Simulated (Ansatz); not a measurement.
CuI: Wannier-function calculation (part 2 of 2)

CuI (Fm-3m, 2 atoms in the cell); maximally localised Wannier functions of HSE06 bands, plane waves, PAW, no spin polarisation (Ansatz 0.2.0); cutoff 420 eV, 6×6×6 k-mesh, Fermi–Dirac smearing of 0.02 eV. The structure was built on a prototype by a generator. The geometry comes from this level: r2SCAN. It belongs to a series of runs on one base structure; here: anion s p.

Geometry of the input (Å; fractional positions):
```
0.0000  2.8561  2.8561
2.8561  0.0000  2.8561
2.8561  2.8561  0.0000
Cu 0.0000  0.0000  0.0000
I  0.5000  0.5000  0.5000
```

Output, continued
```
  k-point 1: bands = ["-106.7550", "-62.6336", "-62.6336", "-62.6335", "-37.9309", "-37.9309", "-37.9264", "-37.9263", "-37.9263", "-5.0842", "6.2890", "6.6402", "6.6402", "7.2262", "7.2262", "7.5613", "8.8109", "8.8109", "13.6460", "17.3070", "17.9460", "17.9460", "19.5770", "19.5770"]
  k-point 2: bands = ["-106.7550", "-62.6335", "-62.6335", "-62.6333", "-37.9308", "-37.9308", "-37.9261", "-37.9259", "-37.9259", "-4.5503", "4.2049", "6.0786", "6.0786", "7.3341", "7.3341", "7.5303", "9.4860", "9.4860", "14.1173", "16.2823", "16.2823", "17.3114", "20.2251", "21.2610"]
  k-point 15: bands = ["-106.7550", "-62.6333", "-62.6332", "-62.6331", "-37.9311", "-37.9303", "-37.9264", "-37.9254", "-37.9250", "-3.9446", "4.6151", "5.5250", "5.5923", "7.4160", "7.4701", "7.4987", "7.5004", "7.7400", "12.7005", "16.5860", "18.0150", "19.5905", "22.3355", "23.8309"]
Wannier search: line search 1 of at most 3000: gauge-dependent spread (as the search counts it) 2.5636677 Å², largest recent change 4.2e-2 Å² and fall left 3.4e-4 Å² against conv_tol 1.0e-8 Å², 0 stops escaped
```

File bands.tsv
```
# k_distance	band_0	band_1	band_2	band_3	band_4	band_5	band_6	band_7	band_8	band_9	band_10	band_11	band_12	band_13	band_14	band_15	band_16	band_17	band_18	band_19	band_20	band_21	band_22	band_23
# fermi_ev = 10.253594
# lock_threshold_ev = 1e-6
# [0, 0, 0] at k_distance = 0.000000
# [0.5, 0, 0.5] at k_distance = 1.099955
# [0.625, 0.25, 0.625] at k_distance = 1.488848
# [0.375, 0.375, 0.75] at k_distance = 2.162430
# [0.5, 0.5, 0.5] at k_distance = 2.836012
# [0.5, 0.25, 0.75] at k_distance = 3.613797
# levels_relative_to = fermi_ev
# free_energy_ev = -14141.985872
# largest_residual_norms_ev = 3.199e-5 7.622e-5 7.642e-5 1.398e-4 6.920e-5 1.243e-4 5.556e-5 7.457e-5 2.563e-5 1.852e-4 7.201e-4 2.292e-3 6.538e-4 2.650e-3 1.368e-3 1.682e-3 2.928e-3 5.638e-4 7.303e-4 1.596e-3 1.173e-3 1.186e-3 1.414e-3 1.515e-3
0.000000	-117.008672	-72.887218	-72.887218	-72.887218	-48.184569	-48.184569	-48.180150	-48.180150	-48.180150	-15.565358	-3.145257	-3.145257	-3.071541	-3.071541	-3.071541	-1.960471	-1.960471	-1.960471	1.997818	8.296389	8.296389	8.296389	9.884812	10.039889
1.099955	-117.008625	-72.886851	-72.886851	-72.886668	-48.184946	-48.183755	-48.180479	-48.178569	-48.178569	-14.234696	-6.004922	-3.681609	-3.681609	-3.308106	-3.036808	-2.783573	-2.783573	-2.658684	0.455660	5.099906	11.426025	11.426025	11.653664	14.393531
1.488848	-117.008522	-72.886897	-72.886800	-72.886699	-48.184695	-48.183930	-48.179927	-48.178842	-48.178776	-14.220253	-5.597321	-5.393781	-4.205628	-2.975280	-2.818033	-2.697014	-2.622212	-1.941549	2.088761	6.462767	8.666602	9.576716	10.153595	12.375084
2.162430	-117.008522	-72.886897	-72.886800	-72.886699	-48.184695	-48.183930	-48.179927	-48.178842	-48.178776	-14.220253	-5.597321	-5.393781	-4.205628	-2.975280	-2.818033	-2.697014	-2.622212	-1.941549	2.088761	6.462767	8.666602	9.576716	10.153595	12.375084
2.836012	-117.008554	-72.887074	-72.887074	-72.886827	-48.184378	-48.184378	-48.179547	-48.179225	-48.179225	-14.478749	-6.971558	-4.386765	-4.386765	-2.863783	-2.863783	-2.691310	-0.475413	-0.475413	3.573003	5.356967	5.356967	7.128569	11.801271	13.250056
3.613797	-117.008491	-72.886893	-72.886718	-72.886718	-48.184627	-48.183966	-48.179467	-48.179467	-48.178538	-14.185752	-5.207097	-5.207097	-4.945464	-2.783446	-2.756661	-2.756661	-2.743743	-2.482051	3.550495	6.383404	7.699621	7.699621	12.794758	12.794758
```

File rho_z.tsv
```
# z_ang	rho[e/angstrom^3]
# format = ansatz-planar-average/11
# lattice	0.000000000	2.856110404	2.856110404
# lattice	2.856110404	0.000000000	2.856110404
# lattice	2.856110404	2.856110404	0.000000000
# sites	2
# site	29	0.000000000	0.000000000	0.000000000
# site	53	2.856110404	2.856110404	2.856110404
0.000000	1.938071e0
0.149598	1.721756e0
0.299196	1.236161e0
0.448794	7.719396e-1
0.598393	4.735220e-1
0.747991	3.270904e-1
0.897589	2.748555e-1
1.047187	2.750610e-1
1.196785	3.167025e-1
1.346383	4.228792e-1
1.495982	6.084471e-1
1.645580	8.365932e-1
1.795178	1.039277e0
1.944776	1.156607e0
2.094374	1.156607e0
2.243972	1.039277e0
2.393570	8.365932e-1
2.543169	6.084471e-1
2.692767	4.228792e-1
2.842365	3.167025e-1
2.991963	2.750610e-1
3.141561	2.748555e-1
3.291159	3.270904e-1
3.440757	4.735220e-1
3.590356	7.719396e-1
3.739954	1.236161e0
3.889552	1.721756e0
```

File v_z.tsv
```
# z_ang	v_es[eV]	v_tot[eV]
# format = ansatz-planar-average/11
# xc	hse06
# density_cutoff_ev	1680
# datasets	Cu=:simpson_from_first_knot:soft:fock:shift=0	I=:simpson_from_first_knot:soft:fock:shift=0
# lattice	0.000000000	2.856110404	2.856110404
# lattice	2.856110404	0.000000000	2.856110404
# lattice	2.856110404	2.856110404	0.000000000
# sites	2
# site	29	0.000000000	0.000000000	0.000000000
# site	53	2.856110404	2.856110404	2.856110404
0.000000	5.686930e0	-2.395098e0
0.149598	5.810649e0	-2.253590e0
0.299196	6.182748e0	-1.832661e0
0.448794	6.791753e0	-1.167964e0
0.598393	7.532150e0	-3.885572e-1
0.747991	8.140610e0	2.334709e-1
0.897589	8.375560e0	4.481276e-1
1.047187	8.233341e0	2.361971e-1
1.196785	7.913682e0	-2.281278e-1
1.346383	7.700714e0	-6.513979e-1
1.495982	7.748908e0	-8.270942e-1
1.645580	8.005862e0	-7.552707e-1
1.795178	8.328306e0	-5.506127e-1
1.944776	8.547221e0	-3.857640e-1
2.094374	8.547221e0	-3.857640e-1
2.243972	8.328306e0	-5.506127e-1
2.393570	8.005862e0	-7.552707e-1
2.543169	7.748908e0	-8.270942e-1
2.692767	7.700714e0	-6.513979e-1
2.842365	7.913682e0	-2.281278e-1
2.991963	8.233341e0	2.361971e-1
3.141561	8.375560e0	4.481276e-1
3.291159	8.140610e0	2.334709e-1
3.440757	7.532150e0	-3.885572e-1
3.590356	6.791753e0	-1.167964e0
3.739954	6.182748e0	-1.832661e0
3.889552	5.810649e0	-2.253590e0
```

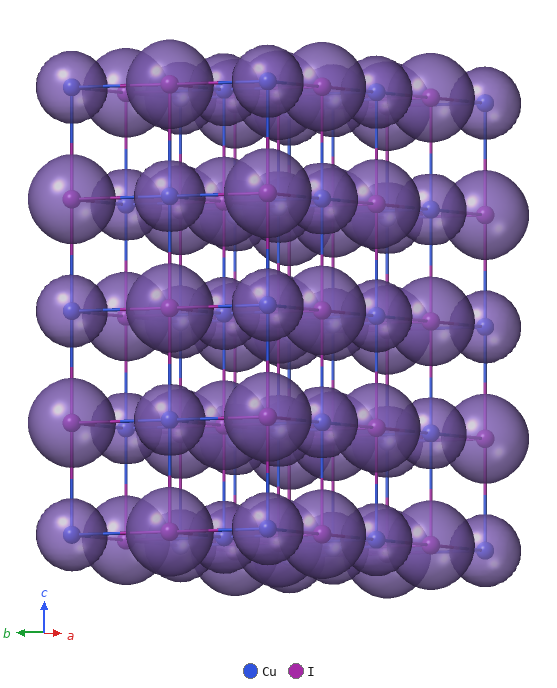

*Isosurface of the valence charge density (pseudo) at 0.5 e/Å³ (purple), seen at an oblique angle. Sticks mark near contacts. The outline is the cell set on symmetry axes.*

At this value the density breaks into separate islands; it holds about 85 % of the electrons treated as valence (semicore included). It is pinched off along the Cu–I (2.86 Å) contacts. On the grid the lowest density along these lines, outside the cores, is 0.23 e/Å³ (Cu–I, 2.86 Å). In a PAW calculation such maps are meaningful between the atoms, not at the nuclei.

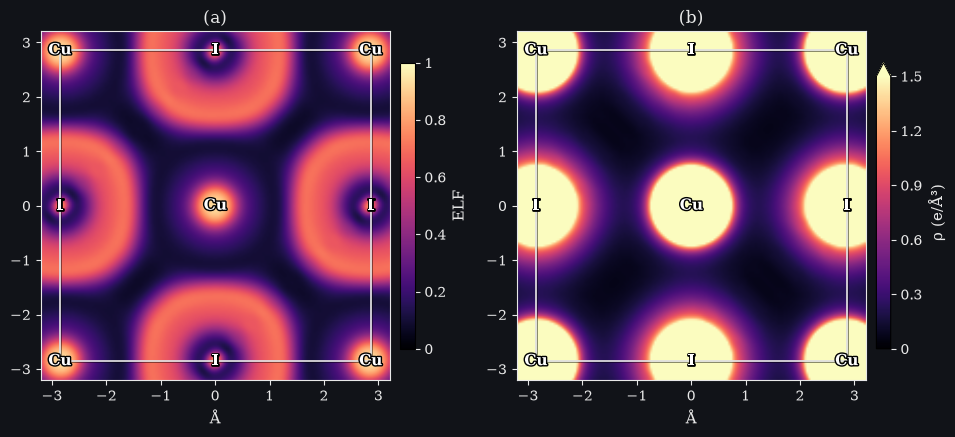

*(a) electron localisation function; (b) valence electron density on the (010) plane of the conventional cell.*

Atoms in the plane: Cu and I. Cu–I (2.86 Å): ρ at the midpoint is about 0.27 e/Å³, with its minimum of 0.23 e/Å³ about 1.2 Å from Cu; the ELF peaks at about 0.70 in the valence shell of I, 1.2 Å from its nucleus, and drops to about 0.10 between the two atoms. Away from the nuclei the density in this plane falls to 0.07 e/Å³ at its lowest. The strong features right at Cu lie inside the PAW spheres (semicore, d or f shells) and say nothing about bonding.

Summary

- outcome: converged
- space group (tolerance 0.01 Å): Fm-3m (225)
- electrons treated: 36
- free energy: −14141.9859 eV
- total spread of the Wannier functions: 13.723 Å²
- Fermi energy: 10.254 eV
- gap on the k-point mesh: 0.93 eV
- hardware: 4 threads of Arm Neoverse N1, 90 GiB of memory available, shared host
- wall time: 3.2 min (CPU time 12 min)
- peak memory: 1.6 GiB
